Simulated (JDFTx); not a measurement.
**Energy of Na along an even scaling of the cell**

System: Na (1 atom in the cell).
Method: Kohn-Sham DFT of a periodic cell, PBEsol, PseudoDojo-SR-PBEsol-0.4.1-standard, no spin polarisation (JDFTx 1.7.0 (patched build)).

The 7 runs differ only in the geometry, by an even scaling of the cell at fixed fractional positions. The structure derives from an entry of the Crystallography Open Database.

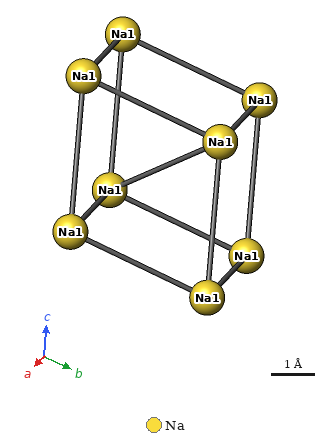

Figure 1. The structure of run 4 (ball-and-stick view of the cell of the calculation, seen slightly off an axis; atoms are numbered from 1 in the order of the input). An atom can appear more than once, as a periodic image.

### Input of run 4
```
lattice \
   -4.0459036328     4.0459036328     4.0459036328 \
    4.0459036328    -4.0459036328     4.0459036328 \
    4.0459036328     4.0459036328    -4.0459036328
coords-type Lattice
ion Na     0.0000000000     0.0000000000     0.0000000000 1

ion-species pseudo/Na.upf
elec-cutoff 44
elec-ex-corr gga-PBEsol
kpoint-folding 9 9 9
elec-smearing Fermi 0.0018374661
elec-n-bands 10
electronic-SCF nIterations 100 energyDiffThreshold 1e-09
electronic-minimize nIterations 30 energyDiffThreshold 1e-7
forces-output-coords Cartesian

dump-name run.$VAR
dump End Ecomponents EigStats BandEigs Kpoints Forces Stress
```

Command:
```bash
jdftx -c 1 -i Na.in -o Na.out
```

Lattice vectors (Å) and fractional positions of run 4:
```
  -2.141000    2.141000    2.141000
   2.141000   -2.141000    2.141000
   2.141000    2.141000   -2.141000
Na  0.000000  0.000000  0.000000
```

Run 3 differs from it as follows:
```diff
-   -4.0459036328     4.0459036328     4.0459036328 \
-    4.0459036328    -4.0459036328     4.0459036328 \
-    4.0459036328     4.0459036328    -4.0459036328
+   -4.0187490989     4.0187490989     4.0187490989 \
+    4.0187490989    -4.0187490989     4.0187490989 \
+    4.0187490989     4.0187490989    -4.0187490989
```

### Results, with one run withheld

```csv
run,volume per atom (Å³),"free energy per atom, from the lowest run given (meV)",pressure (GPa)
1,36.901,0.00,−0.14
2,37.686,1.03,−0.29
3,38.471,?,?
4,39.256,5.11,−0.54
5,40.041,8.04,−0.66
6,40.827,11.49,−0.76
7,41.612,15.41,−0.85
```

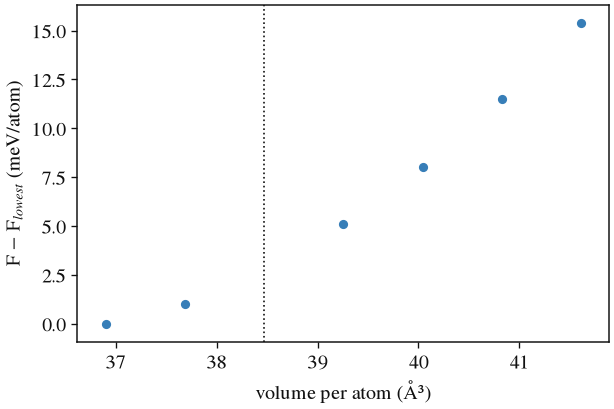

Figure 2. Free energy per atom of the runs given; the dotted line marks run 3.

What should run 3 give?

A cubic polynomial in V^(−2/3) (the Birch–Murnaghan form), fitted to the 6 runs given, misses them by under 0.01 meV per atom. With x = V^(−2/3) − 0.08647 Å⁻², it reads F = 5.3563 − 2349.5 x + 2.48e+05 x² − 6.1746e+05 x³ (meV per atom). At run 3 it gives 2.75 meV per atom, and the run itself gives 2.75. The slope of the fit gives a pressure −dF/dV of −0.42 GPa there, and the run prints −0.42 GPa. The fit has no minimum inside this range.

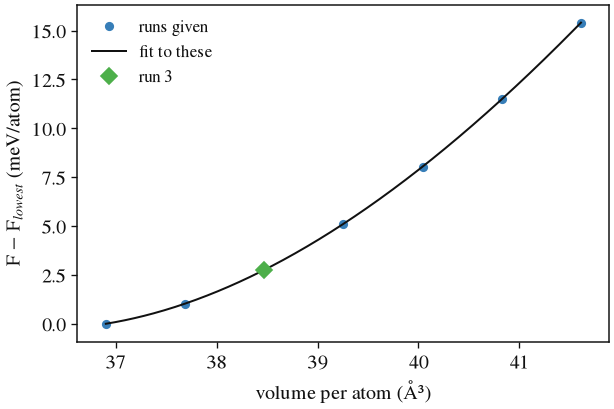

Figure 3. The fit and the withheld run.

### Some lines of the output (run 3)
```
[...]
unit cell volume = 259.617
     Etot =      -45.6322300806987613
        F =      -45.6323500621324882
	HOMO-LUMO gap: +0.007096
	Optical gap  : +0.130750 at state 22 ( [ +0.111111 +0.444444 -0.333333 ] spin 0 )
```
